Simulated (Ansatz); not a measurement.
## SiC (F-43m):Na_i (void), thermodynamic levels from a 54-atom cell

Wanted: the transition levels of a interstitial in SiC (F-43m), from a cell of 54 host atoms with 1 Na put in.

Main program and level: Ansatz 0.2.0; place-levels on r2SCAN runs: charge-transition levels and formation energies with image-charge correction and potential alignment at the atomic sites; PAW set soft_1.

Experimental background.

For SiC, cubic 3C zincblende (literature value), “Insight into the structural, elastic and electronic properties of a new orthorhombic 6O-SiC polytype” (2020, pmc:7200658) quotes earlier work: band gap (indirect gap) 2.4 eV [literature value; measurement temperature and method not stated].

## (1) Set-up

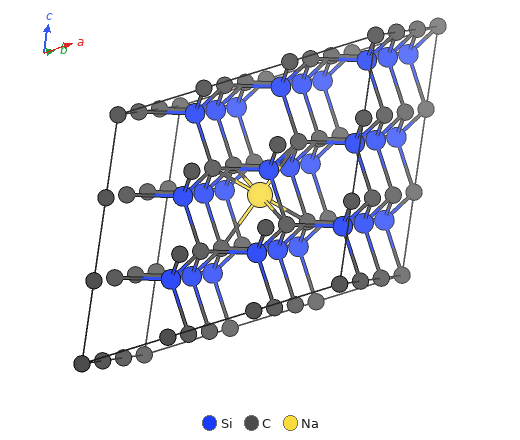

Start, viewed slightly off an axis; silicon blue, carbon dark grey, sodium yellow. Bonds to atoms that aren't drawn are left out. Some periodic images of atoms are drawn too.

The cell holds 55 atoms: 27 Si, 27 C and 1 Na. Cell: a = 9.242 Å, b = 9.242 Å, c = 9.242 Å, α = 60.0°, β = 60.0°, γ = 60.0°. It derives from SiC (space group F-43m). Nearest the centre at fractional (0.250, 0.250, 0.917): Na55 at 0.00 Å, Si25 at 1.89 Å, Si7 at 1.89 Å, Si19 at 1.89 Å, Si29 at 1.89 Å, C20 at 2.18 Å, C8 at 2.18 Å, C2 at 2.18 Å.

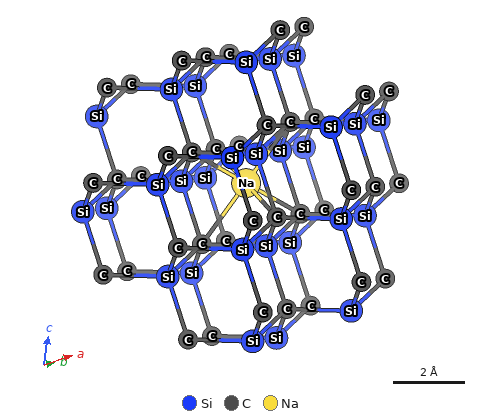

The atoms within 5 Å of the centre.

Screening for the image-charge correction: ε∞ = 7.06, ε0 = 10.43, computed on the host (DFPT, PBEsol, on the r2SCAN cell), and a cell off the functional's own equilibrium shifts the ionic part.

The cell's shortest repeat is 9.2 Å.

## (2) Charge states

Levels follow from differences of total energies between charge states, each relaxed by itself.

Each atom starts 0.05 Å or so off its site in a random direction: a symmetric start keeps its symmetry, and would miss off-centre moves and Jahn–Teller distortions. Forces are taken on a 2×2×2 shifted mesh. The cell holds 1 electron fewer than the neutral one, with a uniform background that keeps it neutral on the whole.

The sampling was tested on the host first: at the k-points planned (1x1x1 shifted 0.25 0.25 0.25) its energy lies 0.119 eV an atom from the dense-mesh value, so the final energies take a denser sampling.

One state's input; the others differ in charge, spin, start and seed, and in occupations where the table says so.

qp1.relax/input.yaml reads:

```yaml
crystal:
  lattice:
    - [0.0, 6.53488873, 6.53488873]
    - [6.53488873, 0.0, 6.53488873]
    - [6.53488873, 6.53488873, 0.0]
  atoms:
    - { symbol: Si, position: [0.0, 0.0, 0.0] }
    - { symbol: C, position: [0.08333333, 0.08333333, 0.08333333] }
    - { symbol: Si, position: [0.0, 0.0, 0.33333333] }
[... 3 atom lines left out ...]
    - { symbol: Si, position: [0.0, 0.33333333, 0.0] }
    - { symbol: C, position: [0.08333333, 0.41666667, 0.08333333] }
    - { symbol: Si, position: [0.0, 0.33333333, 0.33333333] }
[... 2 atom lines left out ...]
    - { symbol: C, position: [0.08333333, 0.41666667, 0.75] }
    - { symbol: Si, position: [0.0, 0.66666667, 0.0] }
[... 3 atom lines left out ...]
    - { symbol: Si, position: [0.0, 0.66666667, 0.66666667] }
[... 1 atom line left out ...]
    - { symbol: Si, position: [0.33333333, 0.0, 0.0] }
    - { symbol: C, position: [0.41666667, 0.08333333, 0.08333333] }
    - { symbol: Si, position: [0.33333333, 0.0, 0.33333333] }
[... 2 atom lines left out ...]
    - { symbol: C, position: [0.41666667, 0.08333333, 0.75] }
    - { symbol: Si, position: [0.33333333, 0.33333333, 0.0] }
[... 3 atom lines left out ...]
    - { symbol: Si, position: [0.33333333, 0.33333333, 0.66666667] }
    - { symbol: C, position: [0.41666667, 0.41666667, 0.75] }
[... 4 atom lines left out ...]
    - { symbol: Si, position: [0.33333333, 0.66666667, 0.66666667] }
[... 1 atom line left out ...]
    - { symbol: Si, position: [0.66666667, 0.0, 0.0] }
[... 3 atom lines left out ...]
    - { symbol: Si, position: [0.66666667, 0.0, 0.66666667] }
[... 5 atom lines left out ...]
    - { symbol: Si, position: [0.66666667, 0.33333333, 0.66666667] }
[... 7 atom lines left out ...]
    - { symbol: Na, position: [0.25, 0.25, 0.916667] }
  host:
    repeats: [3, 3, 3]
    atoms:
      - { symbol: Si, position: [0.0, 0.0, 0.0] }
      - { symbol: C, position: [0.25, 0.25, 0.25] }
total_charge: 1
basis:
  ecutwfc: 500
  xc_grid: 2
hamiltonian:
  xc: r2scan
  pseudopotentials: { kind: paw, azcp: { folder: soft_1 } }
kpoints:
  mp_grid: { grid: [2, 2, 2], shift: [0.5, 0.5, 0.5] }
scf:
  occupations: { method: fixed }
  max_iter: 100
output:
  forces: true
  charged_corrections:
    epsilon: 7.06
    static_epsilon: 10.43
    defect_position: [0.25, 0.25, 0.916667]
relax:
  f_tol: 0.02
  max_steps: 80
  random_displacement: { amplitude: 0.05, seed: 2693 }
checkpoint:
  write: "../qp1.relax.run"
  compress: false
  write_wavefunctions: true
  write_every: 100000
```

The run is started by

```bash
$ ansatz run input.yaml --threads 4 --pin off --max-ram 7536MiB --backend cpu --events-out ev --progress --plain --runs-dir out
```

The run of this state that the levels use, under r2SCAN:

qp1.point/input.yaml reads:

```yaml
crystal:
  checkpoint: "../qp1.relax.run"
  host: checkpoint
total_charge: 1
basis:
  ecutwfc: 500
  xc_grid: 2
hamiltonian:
  xc: r2scan
  pseudopotentials: { kind: paw, azcp: { folder: soft_1 } }
kpoints:
  mp_grid: { grid: [2, 2, 2], shift: [0.5, 0.5, 0.5] }
scf:
  occupations: { method: fixed }
  max_iter: 100
output:
  forces: true
  eigenvalues: true
  charged_corrections:
    epsilon: 7.06
    static_epsilon: 10.43
    defect_position: [0.25, 0.25, 0.916667]
  eigenstates: { localisation: true }
  populations: true
  band_densities: [{ bands: [v1, v1] }, { bands: [c1, c1] }]
  write_density: true
  write_potential: true
  volumetric_format: npy
  elf: true
checkpoint:
  read: "../qp1.relax.run"
  write: "../qp1.point.run"
  compress: false
  write_wavefunctions: false
  write_every: 100000
```

Relaxations under r2SCAN at a 2×2×2 shifted mesh; times on 4 threads of Arm Neoverse V1, shared host:

```tsv
charge	moment (μB)	occupations	outcome	steps	largest displacement against the far atoms (Å)	time
0	1	fixed	converged	7	0.21	6.6 min
+1	0	fixed	converged	5	0.20	2.1 min
```

Single points under r2SCAN at a 2×2×2 shifted mesh; times on 4 threads of Arm Neoverse V1, shared host:

```tsv
charge	moment (μB)	occupations	outcome	time
0	1	fixed	converged	56 s
+1	0	fixed	converged	24 s
```

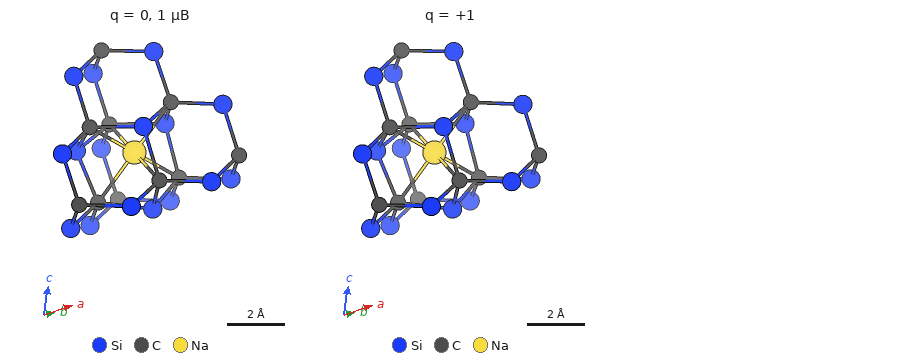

The structures near the centre after relaxation with r2SCAN, by charge.

Distances (Å) from Na55 to the nearest atoms after relaxation with r2SCAN:

```tsv
charge	moment (μB)	1.	2.	3.	4.	5.	6.
0	1	Si 2.09	Si 2.09	Si 2.09	Si 2.09	C 2.21	C 2.21
+1	0	Si 2.09	Si 2.09	Si 2.09	Si 2.09	C 2.21	C 2.21
```

## (3) Levels against the band edges, r2SCAN

A charged cell interacts with its images and the background, and its potential has another zero than the host's. place-levels removes the first by a point-charge model, screened by the static dielectric constant since the ions have relaxed around the charge, and the second by comparing potentials at atoms far from the defect.

The host is a run of the defect-free crystal in the same cutoffs, grids and k-points, so that basis and sampling errors cancel in part in the differences. The host is run in a cell of 2 atoms on a matching mesh. Its band edges are searched through the zone by a band path, so the gap is smaller than, or equal to, that on the mesh. Chemical potentials are energies per atom of Na (bcc), run with the same functional and cutoff.

levels.point.yaml reads:

```yaml
host:
  run: host.point.run
states: [q0_M1.point.run, qp1.point.run]
geometry_from:
  q0_M1.point.run: q0_M1.relax.run
  qp1.point.run: qp1.relax.run
  host.point.run: host.relax.run
chemical_potentials:
  Na:
    energy: -1488.616329
    dataset: <sha256 of the dataset>
epsilon: 7.06
static_epsilon: 10.43
vertical:
  - { from: qp1.point.run, to: qp1.point_neutral.run }
```

The run is started by

```bash
$ ansatz place-levels levels.point.yaml -- --threads 4 --pin off --max-ram 7536MiB
```

Numbers of over 12 decimals in the logs are rounded to 6 here.

Output:

```text
[... repeated set-up lines and file paths are left out, and long positions are rounded to six places ...]
(+1/0) 1.764 eV above the valence edge (+2.082 eV without the band-filling correction), in the conduction band
formation energy of charge +1: +6.378 eV with the Fermi level at the valence edge
formation energy of charge 0: +8.142 eV with the Fermi level at the valence edge
vertical +1 to 0: no energy, since no alignment is typed
  the change from vertical[0].from (qp1.point.run) to vertical[0].to (qp1.point_neutral.run): by its potential at epsilon 7.06 it stands at 0.429 0.429 0.096, with an rms radius of about 5.2 Å (3.0 3.0 3.0 Å across the planes of the cell's vectors); [...]
  edges by r2scan, gap 1.710 eV; the host is sampled to repeats of 18.48 Å
  the defect's cells are sampled to repeats of 18.48 Å, like sampling
  charge +1: -25557.5334 eV with its correction of +0.436 eV, at epsilon 10.43, aligned at sites: +0.1935 eV, mean over 24 atomic sites at or beyond 4.62 Å from the defect at [0.2500, 0.2500, 0.9167], with +0.000000 for the charge's moments and without [...]
  charge 0: +0.000 eV for its dipole among its images, +0.000 omitted
  of states[1] (qp1.point.run): it parts from the run at its places by a charge that spreads by about 3 Å along one vector (1.3 Å or more is wide), by its potential at epsilon 7.06, taken for that of held ions (one typed too small widens it), where the cell [...]
  of states[0] (q0_M1.point.run): a band-filling correction moves a carrier to the host's band edge, which changes its energy by -0.318 eV; [...]
  of vertical[0].from (qp1.point.run): it parts from the run at its places by a charge that spreads by about 3 Å along one vector (1.3 Å or more is wide), by its potential at epsilon 7.06, taken for that of held ions (one typed too small widens it), where the [...]
  of vertical[0].to (qp1.point_neutral.run): stability_check_not_made
```

Wall time 0.21 s (4 threads of Arm Neoverse V1, shared host).

Levels between the charges placed, in eV above the valence top:

```tsv
	gap (eV)	(+1/0)
r2SCAN	1.71	1.76
```

Corrections by state:

```tsv
charge	moment (μB)	image terms and alignment (eV)	band filling (eV)	ε used	over the lowest of its charge, as the program ranks them, band filling apart (eV)
+1	0.0	0.436	-	10.43	0.000
0	1.0	0.000	-0.318	-	0.000
```

The charged structures listed were also run neutral, and place-levels reads from each pair, by the potential or the spins, how wide the charge is by which they differ; that can be the carrier of either run.

```tsv
charge	rms radius (Å)	spread where it is widest against the cell (Å)	wide from (Å)	reading
+1	5.2	3.00	1.31	wide
```

The neutral runs of these pairs need not share the spin of the lowest neutral state, and very wide values only mean spread over the cell.

From the program's caveats on the states, each cut to its opening words:

- charge +1: it parts from the run at its places by a charge that spreads by about 3 Å along one vector (1.3 Å or more is wide), by its potential at epsilon 7.06, taken for [...]
- charge +1: its alignment with the host at atomic sites is doubtful: the mean over the far sites moves by -0.1703 eV from their farther parts to their nearer, more than [...]
- charge 0 (1 μB): a band-filling correction moves a carrier to the host's band edge, which changes its energy by -0.318 eV
- charge 0 (1 μB): its alignment with the host at atomic sites is doubtful: the mean over the far sites moves by -0.1843 eV from their farther parts to their nearer, more than [...]
- charge 0 (1 μB): flagged: stability check not made

Chemical potentials of the elements' reference phases, run alike. Formation energy by charge state (elemental references; gap 1.71 eV):

```tsv
charge	at valence top (eV)	at conduction bottom (eV)	correction included (eV)
+1	6.38	8.09	0.44
0	8.14	8.14	-0.32
```

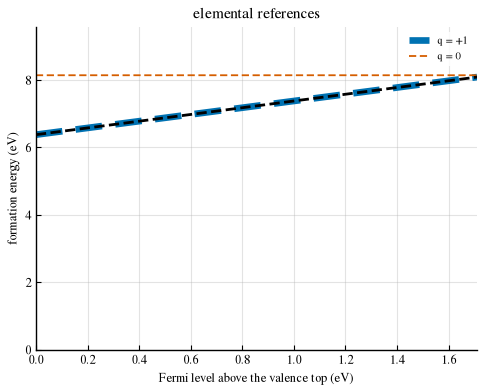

Formation energy against Fermi level; the thick line follows the lowest charge state.

## (4) Summary of results

| Item | Value |
| --- | --- |
| gap of the host | 1.71 eV (r2SCAN) |
| level (plus 1/0) | 1.76 eV above the valence top, past the conduction bottom (2.08 eV above the valence top without the band-filling term) |
| lowest of the charges placed, just above the valence top (0.02 eV) | +1 |
| lowest of the charges placed, just below the conduction bottom (0.02 eV) | +1 |
| lowest formation energy at mid-gap of the charges run, elemental references | 7.23 eV |

Of the charges placed (0 and +1), +1 is the lowest from 0.02 eV above the valence top to 0.02 eV below the conduction bottom, a gap of 1.71 eV. Charges above +1 and below 0 were not placed, so these runs say nothing of levels that involve them. States placed: +1 at 0 μB; 0 at 1 μB. Other spin states or structures, where not listed, weren't placed. The program finds carriers beyond a band edge of the host and adds a band-filling term at charge 0 (-0.32 eV); steps to such a charge show no bound level, and a defect level inside a band would be read the same way. Na is taken at its element; compounds, which aren't counted here, bound the chemical potentials and would shift these formation energies. The program doubts the alignment of potentials for at least one state, a sign that the cell is small. What this leaves open: r2SCAN makes the gap too small and tends to spread out bound carriers.

Calculation against experiment:

| quantity | measured | r2SCAN |
| --- | --- | --- |
| band gap (least gap of the host) (eV) | 2.4 | 1.71 (-0.69 eV) |

Measured values from pmc:7200658 (2020).

**Verdict.** The band gap is off by -0.69 eV: a clear miss. Local and semilocal functionals usually give gaps below the measured ones. Zero-point and thermal motion shift the measured gap.

[Logs are printed without paths, hosts, clocks, repeated set-up lines and the standing remarks that a program may print on its own settings, such as how far it seeks lower states.]

[Hosts, paths, dates, database ids (printed as entryN), source tags and the programs' standing remarks are cut or masked in the printed files.]

[Where a table of states has a column of steps, it counts the stored structures, which are thinned; the runs took as many ionic steps or more.]

[A defect's name tells the site on which it was built; relaxed atoms can leave that site.]

[For some hosts the program warned that the k-mesh of the response run may be too coarse for force constants and the static dielectric constant; such warnings are not shown here.]
